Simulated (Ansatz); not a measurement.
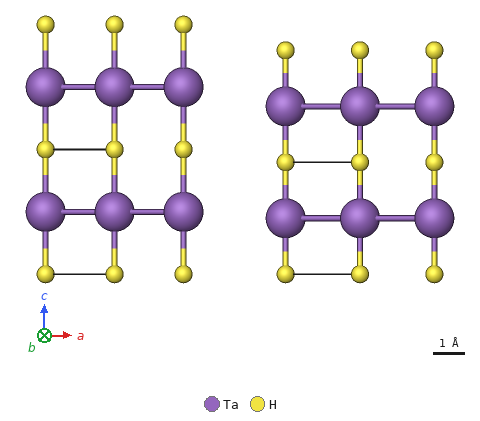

Two geometries of a crystal of TaH (a generated structure, set up in P6/mmm) (coarse preliminary run), drawn at one scale. One is the start of a relaxation, the other its converged end. A ball-and-stick model of the cell of the calculation, repeated 2 × 1 × 2 with one cell outlined, seen along the b axis.

Level of theory: DFT PBE, scalar-relativistic, plane waves, PAW in Ansatz. Set-up: plane-wave cutoff 420 eV; k-point mesh 9 × 9 × 4; occupations gaussian; smearing width 0.1 eV; no spin polarisation; cell and atoms relaxed; force threshold 0.04 eV/Å; at most 70 steps.

Which of the two is the end point?

The right one is the relaxed one. After 5 accepted moves (6 points after the start) the energy has fallen by 289 meV per atom. All forces vanish by symmetry, so only the cell relaxes. The pressure goes from 13.85 to 0.11 GPa. At 1 point the geometry stayed and the basis and grid were re-selected for the new cell (energy shift of 1.5 meV per atom at most each time). No atom moves by more than 0.005 Å relative to the cell. The volume changes by +4.4 %, with a = b 2.643 → 2.851 Å (+7.9 %), c 4.141 → 3.715 Å (−10.3 %). Among the contacts that change: H–Ta 2.071 → 1.858 Å, Ta–Ta 2.643 → 2.851 Å. The space group stays P6/mmm (No. 191).

Limits of the set-up: the k-point mesh is coarse for a cell with partly filled bands.
